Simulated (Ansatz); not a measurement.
```xyz
12
Lattice="3.4697 0.0000 0.0000 0.0000 5.8137 0.0000 0.0000 0.0000 5.7463" Properties=species:S:1:pos:R:3 pbc="T T T"
Si    0.0000    4.3453    0.3340
Zr    1.7349    0.0000    2.7467
O     1.7349    4.1010    3.5408
O     1.7349    4.2692    0.9018
O     0.0000    0.0000    1.7031
O     0.0000    0.0000    5.1179
Si    0.0000    1.4684    0.3340
Si    1.7349    2.9068    2.4198
O     1.7349    1.7126    3.5408
O     1.7349    1.5445    0.9018
O     0.0000    2.9068    1.9366
O     0.0000    2.9068    5.2542
```

Space group Pmm2; a structure from a database of computed crystals, not necessarily the ambient phase; started from the tetragonal host prototype, which need not be the ambient phase.

The calculation used DFT, r2SCAN, plane waves, PAW in Ansatz 0.2.0.

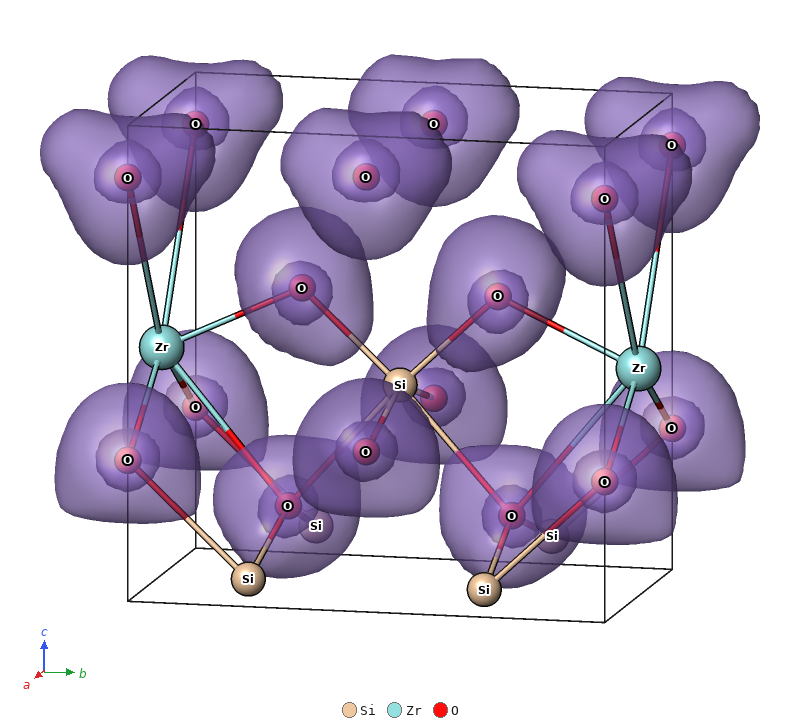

ZrSi$_{3}$O$_{8}$. Isosurface of the electron localisation function at 0.7 (purple), seen slightly off an axis. Only the valence region is drawn (cores and ρ < 0.01 e/Å³ removed). Sticks mark near contacts.

In a PAW calculation such maps are meaningful between the atoms, not at the nuclei.

**What do the ELF domains correspond to?**

The ELF exceeds this value in eight regions on O in which the atom's valence shell and bonds are merged, counted in one cell of 12 atoms. Regions shared between cells count once. Along the contacts the grid gives the following. Si–O (1.64 Å): the ELF peaks at about 0.85 between the atoms. Zr–O (1.89 Å): the ELF peaks at about 0.80 in the valence shell of O, 0.5 Å from its nucleus, and drops to about 0.30 between the two atoms.

**Does the calculation give a band gap?**

It is gapped, with a Kohn–Sham gap of 4.4 eV on the k-point mesh (the band edges may lie off the mesh, which would make the gap smaller).
